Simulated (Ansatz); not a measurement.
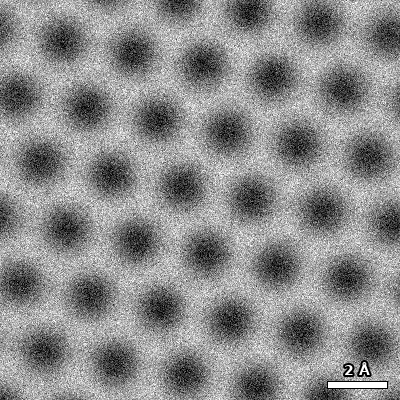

Phase-contrast TEM-like image of Co (P6_3/mmc, No. 194) along [001]. Simulated in the weak-phase-object approximation with neutral-atom potentials: 300 kV, Cs = 1.20 mm, defocus −583 Å (negative is underfocus), defocus spread 30 Å, aperture 0.49 1/Å. Shot noise was added. Atomic positions: the geometry relaxed with DFT PBE, scalar-relativistic, plane waves, PAW (Ansatz); the starting structure was generated, so it need not be a known form of this composition.

> What point resolution do these settings give, and which lattice spacings pass?

About 2.0 Å (0.66 |Cs|^(1/4) λ^(3/4) with λ = 0.0197 Å). The spacings that carry visible contrast are {100} at 2.16 Å. Columns 1.44 Å apart are closer than that and merge.

> Do the atom columns appear dark or bright, and why?

Dark. With positive Cs and underfocus sin χ is negative over the pass band, so the strongest columns (Co) come out darker than the background.
